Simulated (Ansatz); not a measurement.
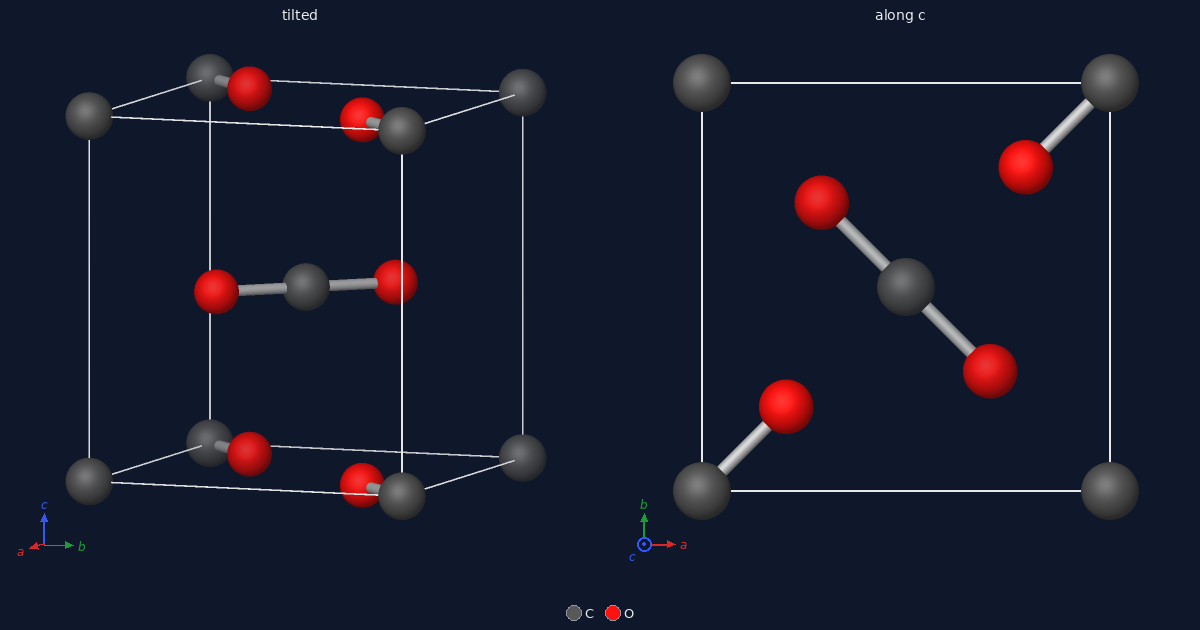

We look at a ball-and-stick model of the crystal slightly off an axis and along the c axis. The edges of the conventional unit cell are marked.

CO2, space group P4_2/mnm (No. 136), a = 3.968 Å, b = 3.968 Å, c = 4.358 Å, α = 90.00°, β = 90.00°, γ = 90.00°. Its origin is a structure listed in the Materials Project. The cell was then strained or its atoms displaced on purpose. Ansatz was used for an electronic-structure calculation on it.

This one geometry was computed with Ansatz (DFT, plane waves, PAW) at three levels of theory: HSE06, r2SCAN and PBE.

Which level gives the highest pressure at this volume, and what does that say about its equilibrium volume?

Answer. Highest: PBE (9.3 GPa), which points to the largest equilibrium volume. Lowest, with the smallest volume: HSE06 (3.2 GPa). Levels within 0.5 GPa of each other can't be told apart.

How does the band gap change with the level of theory?

Answer. PBE: a gap of 6.82 eV, indirect; r2SCAN: a gap of 7.43 eV, indirect; HSE06: a gap of 8.62 eV, indirect.

Collect the results in a table.

Answer.
| level | cutoff (eV) | k-mesh of the run's cell | gap (eV) | pressure (GPa) |
| --- | --- | --- | --- | --- |
| HSE06 | 420 | 4×4×4 | 8.62 | 3.2 |
| r2SCAN | 500 | 6×6×6 | 7.43 | 4.0 |
| PBE | 420 | 6×6×6 | 6.82 | 9.3 |

Gaps are taken on the k-mesh or band path of each run.
